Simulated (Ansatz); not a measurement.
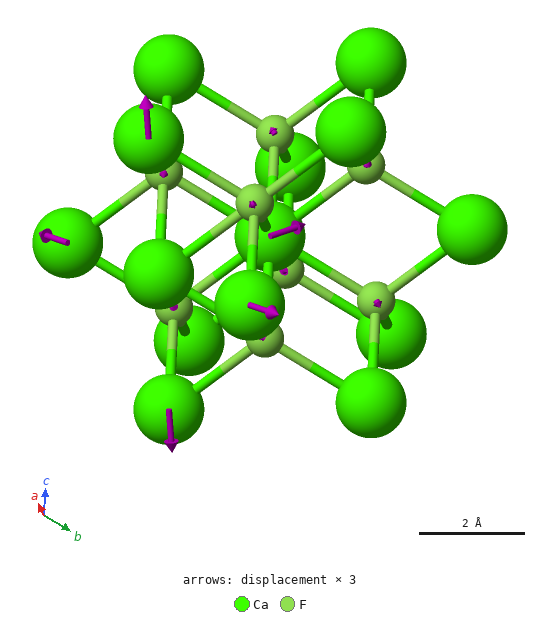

A relaxation of a defect cell of composition Ca17F32. The starting structure is drawn; purple arrows show the displacements, magnified 3 times.

The picture is a ball-and-stick view of the atoms within 4.2 Å of the atom that moves most (axes of the cell of the calculation (origin shifted)), seen from a free direction.

Case: Ca interstitial, charge +0, atoms relaxed at the host's cell.

The calculation used Ansatz, DFT PBE, scalar-relativistic, plane waves, PAW.

Input
```yaml
crystal:
  lattice:
    - [5.5117620964, -5.5117620964, -5.5117620964]
    - [-5.5117620964, -5.5117620964, 5.5117620964]
    - [-5.5117620964, 5.5117620964, -5.5117620964]
  atoms:
    - { symbol: Ca, position: [0.25, 0.75, 0.0] }
    - { symbol: Ca, position: [0.25, 1.0, 0.75] }
    - { symbol: Ca, position: [0.25, 0.25, 0.5] }
    - { symbol: Ca, position: [0.0, 0.75, 0.25] }
    - { symbol: Ca, position: [0.25, 0.5, 0.25] }
    - { symbol: Ca, position: [1.0, 1.0, 1.0] }
    - { symbol: Ca, position: [0.0, 0.25, 0.75] }
    - { symbol: Ca, position: [0.75, 0.75, 0.5] }
    - { symbol: Ca, position: [0.0, 0.5, 0.5] }
    - { symbol: Ca, position: [0.75, 1.0, 0.25] }
    - { symbol: Ca, position: [0.75, 0.25, 0.0] }
    - { symbol: Ca, position: [0.5, 0.75, 0.75] }
    - { symbol: Ca, position: [0.75, 0.5, 0.75] }
    - { symbol: Ca, position: [0.5, 1.0, 0.5] }
    - { symbol: Ca, position: [0.5, 0.25, 0.25] }
    - { symbol: Ca, position: [0.5, 0.5, 0.0] }
    - { symbol: F, position: [0.0, 0.25, 0.5] }
    - { symbol: F, position: [0.0, 0.5, 0.25] }
    - { symbol: F, position: [0.0, 0.75, 0.0] }
    - { symbol: F, position: [0.75, 0.25, 0.75] }
    - { symbol: F, position: [0.0, 0.0, 0.75] }
    - { symbol: F, position: [0.75, 0.5, 0.5] }
    - { symbol: F, position: [0.75, 0.75, 0.25] }
    - { symbol: F, position: [0.5, 0.25, 0.0] }
    - { symbol: F, position: [0.75, 0.0, 0.0] }
    - { symbol: F, position: [0.5, 0.5, 0.75] }
    - { symbol: F, position: [0.5, 0.75, 0.5] }
    - { symbol: F, position: [0.25, 0.25, 0.25] }
    - { symbol: F, position: [0.5, 0.0, 0.25] }
    - { symbol: F, position: [0.25, 0.5, 0.0] }
    - { symbol: F, position: [0.25, 0.75, 0.75] }
    - { symbol: F, position: [0.25, 0.0, 0.5] }
    - { symbol: F, position: [0.5, 0.75, 0.0] }
    - { symbol: F, position: [0.5, 0.0, 0.75] }
    - { symbol: F, position: [0.5, 0.25, 0.5] }
    - { symbol: F, position: [0.25, 0.75, 0.25] }
    - { symbol: F, position: [0.5, 0.5, 0.25] }
    - { symbol: F, position: [0.25, 0.0, 0.0] }
    - { symbol: F, position: [0.25, 0.25, 0.75] }
    - { symbol: F, position: [0.0, 0.75, 0.5] }
    - { symbol: F, position: [0.25, 0.5, 0.5] }
    - { symbol: F, position: [0.0, 0.0, 0.25] }
    - { symbol: F, position: [0.0, 0.25, 0.0] }
    - { symbol: F, position: [0.75, 0.75, 0.75] }
    - { symbol: F, position: [0.0, 0.5, 0.75] }
    - { symbol: F, position: [0.75, 0.0, 0.5] }
    - { symbol: F, position: [0.75, 0.25, 0.25] }
    - { symbol: F, position: [0.75, 0.5, 0.0] }
    - { symbol: Ca, position: [0.5, 0.5, 0.5] }
  host:
    lattice:
      - [0.0, 2.7558810482, 2.7558810482]
      - [2.7558810482, 0.0, 2.7558810482]
      - [2.7558810482, 2.7558810482, 0.0]
    atoms:
      - { symbol: Ca, position: [0.0, 0.0, 0.0] }
      - { symbol: F, position: [0.75, 0.75, 0.75] }
      - { symbol: F, position: [0.25, 0.25, 0.25] }
basis:
  ecutwfc: 420
  xc_grid: 2
kpoints:
  mp_grid: { grid: [2, 2, 2], shift: [0.5, 0.5, 0.5] }
hamiltonian:
  xc: pbe
scf:
  occupations: { method: gaussian, width: 0.01 }
output:
  forces: true
  stress: false
  eigenvalues: true
  charged_corrections:
    defect_position: [0.5, 0.5, 0.5]
    epsilon: [[8.7475, 0.0, 0.0], [0.0, 8.7475, 0.0], [0.0, 0.0, 8.7475]]
  write_density: true
  write_potential: true
  elf: true
  volumetric_format: npy
relax:
  adjacent_minimum: "off"
  f_tol: 0.025
  max_steps: 45
```

Command:
```bash
ansatz run input.yaml --threads 4 --pin off --max-ram 10240MiB --backend cpu --events-out ev --progress --plain --runs-dir out
```

Atoms of which element are displaced furthest, and by how much?

Answer. Calcium: up to 0.30 Å, against 0.06 Å for fluorine.

Describe the change and its energy.

Answer. After 4 accepted moves (5 points after the start) the energy has fallen by 1.346 eV per cell of the calculation. Largest force component: 1.9 eV/Å at the start, 0.012 eV/Å at the end. The line search rejected the trial step at point 4 of the run. The largest moves, 0.30 Å, are those of Ca3, Ca5, Ca8, Ca12, Ca13 and Ca15. Ca12 goes along [0 1 1]. By element the largest moves are Ca 0.30 Å, F 0.06 Å. The cell doesn't change. Near-neighbour distances that change, for instance: Ca12–Ca49 2.756 → 3.052 Å, Ca12–F26 2.387 → 2.557 Å, Ca12–F25 2.387 → 2.277 Å, Ca14–F27 2.387 → 2.436 Å. Bond angles that change, for instance: Ca5–F27–Ca49 70.5° → 77.0°, Ca5–F27–Ca14 109.5° → 103.0°, Ca12–F34–Ca14 109.5° → 115.7°.
